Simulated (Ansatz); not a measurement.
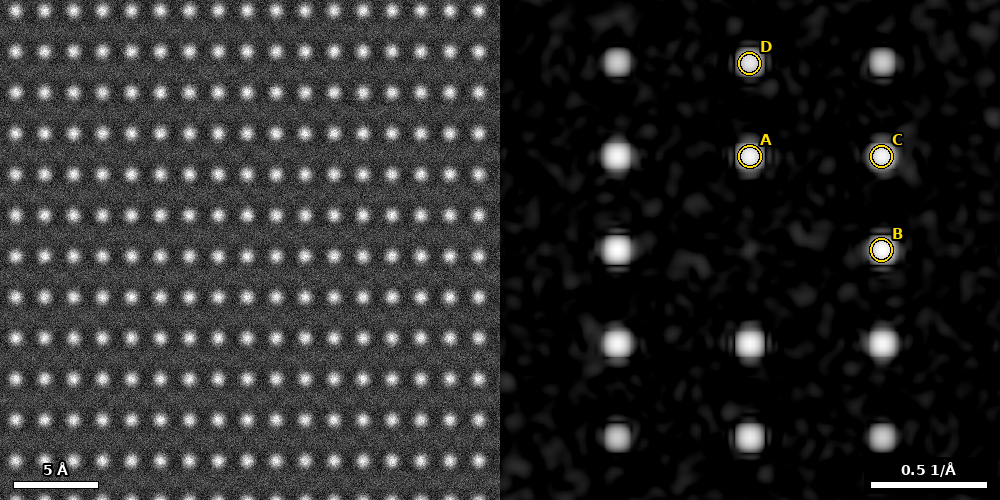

Phase-contrast TEM-like image of a crystal. Simulated in the weak-phase-object approximation with neutral-atom potentials: 300 kV, Cs = −15 µm, defocus +65 Å (negative is underfocus), defocus spread 12 Å, aperture 1.46 1/Å. Shot noise was added.

The right panel is the modulus of the image's Fourier transform on a logarithmic scale.

Which lattice spacings do the marked spots stand for, and what angle do A and B enclose?

Answer. A: 2.5 Å, B: 1.7 Å, C: 1.4 Å, D: 1.2 Å; A and B enclose about 90°.

The crystal is Cu (Pm-3m, No. 221) along [110]; the spots are (0 0 -1), (1 -1 0), (1 -1 -1) and (0 0 -2). Atomic positions: the geometry relaxed with DFT, BLYP, plane waves (420 eV) with PAW, scalar-relativistic (Ansatz); the starting structure was generated, so it need not be a known form of this composition.
